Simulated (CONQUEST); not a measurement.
## A series of single points on ZrC

System: ZrC (Fm-3m, 4 atoms in the cell).
Method: Kohn-Sham DFT of a periodic cell, PBEsol, PseudoDojo NC PBEsol, no spin polarisation (CONQUEST 1.3).

The 7 runs differ only in the geometry, by an even scaling of the cell at fixed fractional positions. The structure derives from an entry of the Crystallography Open Database.

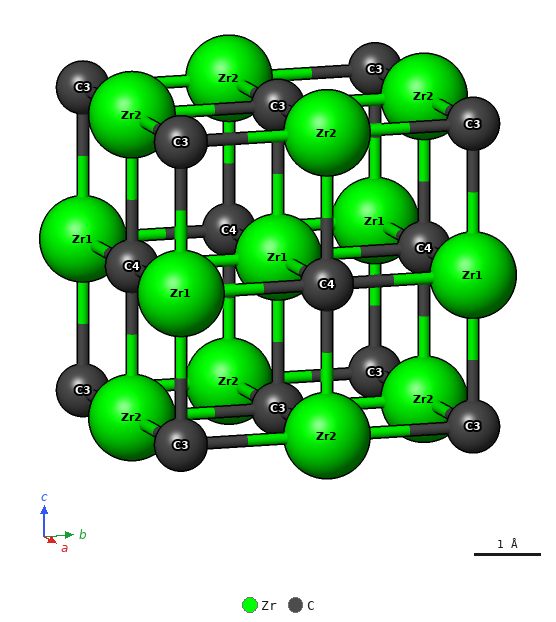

Figure 1. The structure of run 4 (ball-and-stick view of the cell 2 times as large as that of the calculation, set on its symmetry axes, seen slightly off an axis; atoms are numbered from 1 in the order of the input). An atom can appear more than once, as a periodic image.

**Input of run 4**
```
IO.Title ZrC
IO.Coordinates coords.dat
IO.FractionalAtomicCoords T
IO.Iprint 2
IO.Iprint_init 1
General.NumberOfSpecies 2
General.PseudopotentialType hamann
AtomMove.TypeOfRun static
AtomMove.FullStress T
Grid.PointsAlongX 32
Grid.PointsAlongY 32
Grid.PointsAlongZ 48
DM.SolutionMethod diagon
Diag.MPMesh T
Diag.GammaCentred T
Diag.MPMeshX 8
Diag.MPMeshY 8
Diag.MPMeshZ 6
Diag.kT 0.00183747
minE.SCTolerance 1e-6
SC.MaxIters 100
IO.AtomChargeOutput T
%block ChemicalSpeciesLabel
1 91.220 Zr
2 12.010 C
%endblock
```

Command:
```bash
OMP_NUM_THREADS=1 Conquest
```

Lattice vectors (Å) and fractional positions of run 4:
```
   3.344615    0.000000    0.000000
   0.000000    3.344615    0.000000
   0.000000    0.000000    4.730000
Zr  0.000000  0.000000  0.500000
Zr  0.500000  0.500000  0.000000
C   0.000000  0.000000  0.000000
C   0.500000  0.500000  0.500000
```

Run 5 has the same physical settings and fractional positions; its lattice vectors (Å) are:
```
   3.366765    0.000000    0.000000
   0.000000    3.366765    0.000000
   0.000000    0.000000    4.761325
```

**Results, with one run withheld**

```tsv
run	volume per atom (Å³)	free energy per atom, from the lowest run given (meV)	pressure (GPa)
1	12.434	8.40	7.92
2	12.699	0.00	2.20
3	12.963	0.58	−2.49
4	13.228	8.50	−7.10
5	13.493	?	?
6	13.757	44.44	−14.22
7	14.022	70.45	−17.60
```

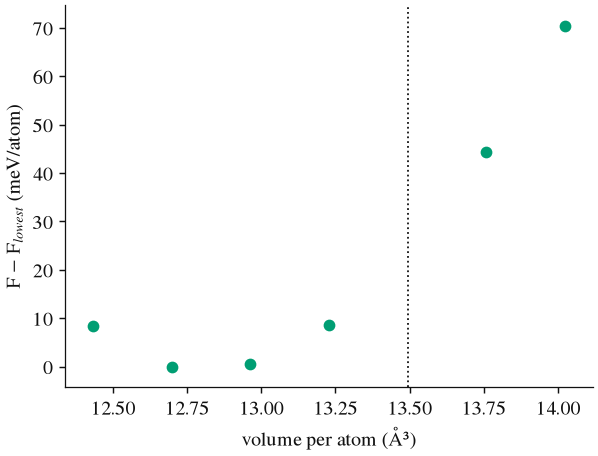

Figure 2. Free energy per atom of the runs given; the dotted line marks run 5.

Estimate the energy of run 5 from the others.

A cubic polynomial in V^(−2/3) (the Birch–Murnaghan form), fitted to the 6 runs given, misses them by at most 0.12 meV per atom. With x = V^(−2/3) − 0.17936 Å⁻², it reads F = 6.0207 − 4176.4 x + 6.3299e+05 x² + 2.3248e+06 x³ (meV per atom). At run 5 it gives 23.56 meV per atom, and the run itself gives 23.57. The slope of the fit gives a pressure −dF/dV of −10.92 GPa there, and the run prints −11.06 GPa. The two needn't agree exactly: the fit is approximate, and the printed stress is taken on a finite basis. The fit has its minimum at 12.816 Å³ per atom, where V d²F/dV² gives 243 GPa: the bulk modulus at this level, since symmetry fixes the shape and the positions.

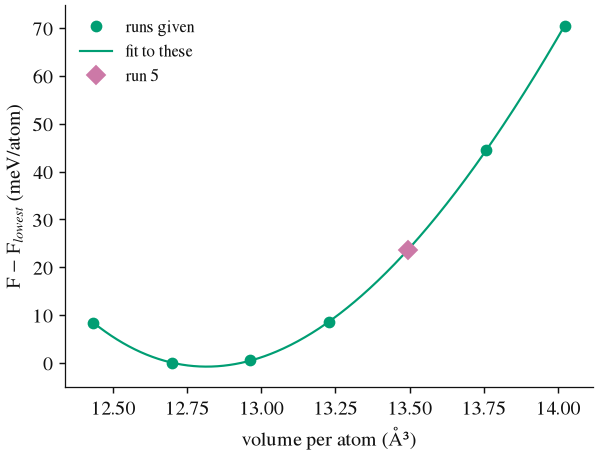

Figure 3. The fit and the withheld run.

**Some lines of the output (run 5)**
```
[...]
          DFT Total Energy                 :      -113.305293955218630 Ha
          Free Energy (E-TS)               :      -113.306078853490064 Ha
          DFT Total Energy                 :      -113.305601448750139 Ha
          Free Energy (E-TS)               :      -113.305918721478321 Ha
          DFT Total Energy                 :      -113.305708463063894 Ha
          Free Energy (E-TS)               :      -113.305891535207664 Ha
          DFT Total Energy                 :      -113.305720958502008 Ha
          Free Energy (E-TS)               :      -113.305891325598679 Ha
          DFT Total Energy                 :      -113.305720895099768 Ha
          Free Energy (E-TS)               :      -113.305890930025356 Ha
          DFT Total Energy                 :      -113.305720504959282 Ha
      | Free Energy as E-TS      =      -113.305890930025356 Ha
      |* DFT total energy        =      -113.305720504959282 Ha
    force: Average pressure:    -11.05676036 GPa
```

Notes: With a small basis of atomic orbitals these values can differ much from converged plane-wave results.
